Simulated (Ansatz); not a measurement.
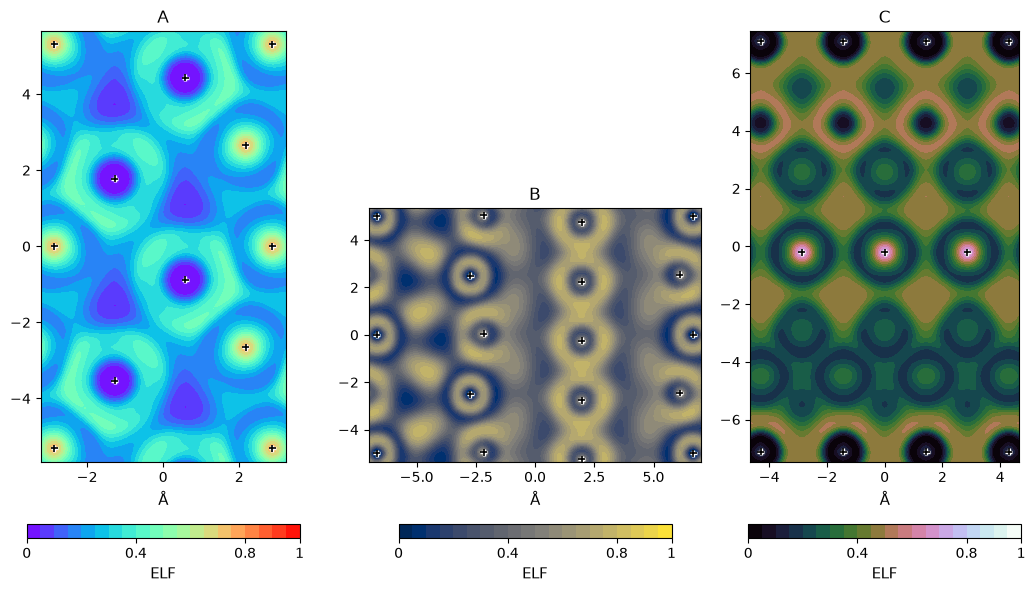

The electron localisation function of 3 systems, each on a plane through atoms (crosses mark nuclei in the plane).

Method: DFT PBEsol, scalar-relativistic, plane waves, PAW (Ansatz 0.2.0).

System 1: NiGe, the (100) plane of the conventional cell. Space group Pmc2₁; changed on purpose from its base cell (all Ni atoms moved +0.087 Å, as atom 1 along Cartesian [1 0 0]); not relaxed (largest force 0.7 eV/Å); computed without spin polarisation.

```cif
data_structure
_symmetry_space_group_name_H-M 'P 1'
_symmetry_Int_Tables_number 1
_cell_length_a 3.4400
_cell_length_b 5.7393
_cell_length_c 5.3108
_cell_angle_alpha 90.000
_cell_angle_beta 90.000
_cell_angle_gamma 90.000
_cell_volume 104.85
loop_
_atom_site_label
_atom_site_type_symbol
_atom_site_fract_x
_atom_site_fract_y
_atom_site_fract_z
_atom_site_occupancy
Ni1 Ni 0.00000 0.93887 0.99054 1
Ni2 Ni 0.50000 0.56113 0.97651 1
Ni3 Ni 0.50000 0.43887 0.47651 1
Ni4 Ni 0.00000 0.06113 0.49054 1
Ge1 Ge 0.00000 0.33840 0.18836 1
Ge2 Ge 0.50000 0.16160 0.81164 1
Ge3 Ge 0.50000 0.83840 0.31164 1
Ge4 Ge 0.00000 0.66160 0.68836 1
```

System 2: TiSi2, the (101̄) plane of the conventional cell. Space group Cc; a structure from a database of computed crystals, not necessarily the ambient phase; not relaxed (largest force 0.8 eV/Å); computed without spin polarisation.

```
Ti Si
1.0
     3.51705    0.00000    0.00000
     0.00000   13.34825    0.00000
     0.00000    0.00000    3.55562
Ti Si
4 8
Direct
  0.01150 0.10248 0.76131
  0.51150 0.60248 0.76131
  0.01150 0.89752 0.26131
  0.51150 0.39752 0.26131
  0.02061 0.44001 0.77050
  0.52061 0.94001 0.77050
  0.02061 0.55999 0.27050
  0.52061 0.05999 0.27050
  0.45979 0.25028 0.71023
  0.95979 0.75028 0.71023
  0.45979 0.74972 0.21023
  0.95979 0.24972 0.21023
```

System 3: Al2Ni3, the (101) plane of the conventional cell. Space group P4/mmm; a structure from a database of computed crystals, not necessarily the ambient phase; spin-polarised.

> Which map belongs to which system?

Panel A is system 1, NiGe: the plane holds Ni and Ge. Ni–Ge (2.39 Å): the ELF is about 0.40 at the midpoint. Panel B is system 2, TiSi2: the plane holds Ti and Si. Ti–Si (2.52 Å): the ELF peaks at about 0.75 in the valence shell of Si, 0.9 Å from its nucleus, and is about 0.40 at the midpoint. Panel C is system 3, Al2Ni3: the plane holds Al and Ni.
